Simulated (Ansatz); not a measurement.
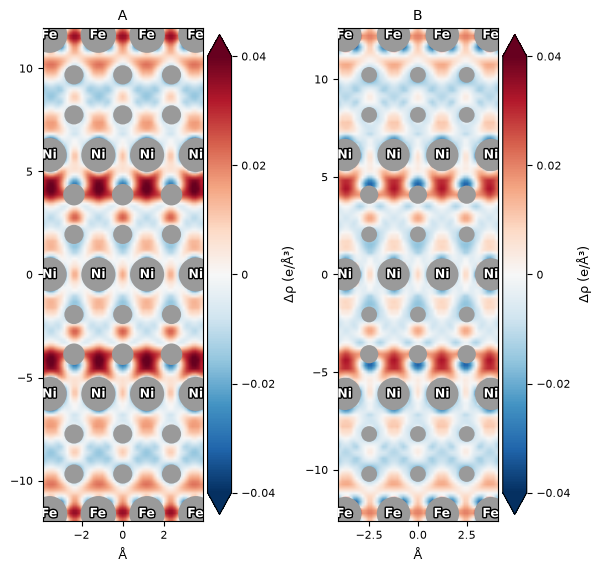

FeNi3: deformation density on the (100) plane of the conventional cell at two volumes, with the same fractional coordinates and one colour scale. Grey discs cover the cores.

Space group R-3m; spin-polarised. The cell comes from a database of computed structures, not from a measurement.

Method: DFT PBE, scalar-relativistic, plane waves, PAW in Ansatz 0.2.0.

**How do the two volumes compare, and how does the bonding charge respond?**

B is the larger cell: A has 85 % of the volume of B.
- From B to A, Fe–Fe goes from 2.50 to 2.37 Å, and Δρ at its midpoint from +0.02 to +0.04 e/Å³.
- From B to A, Ni–Ni goes from 2.50 to 2.37 Å, and Δρ at its midpoint from +0.007 to +0.012 e/Å³.
- The pressure is 1 GPa in B and 46 GPa in A.
- The rearranged charge is 0.08 e an atom in B and 0.07 e in A.
- The net moment is 4.49 μB a cell in B and 3.86 μB in A.

Run times: 7.4 min (base cell) and 7.2 min (scaled cell), on 2 threads of Arm Neoverse N1, on a shared host.
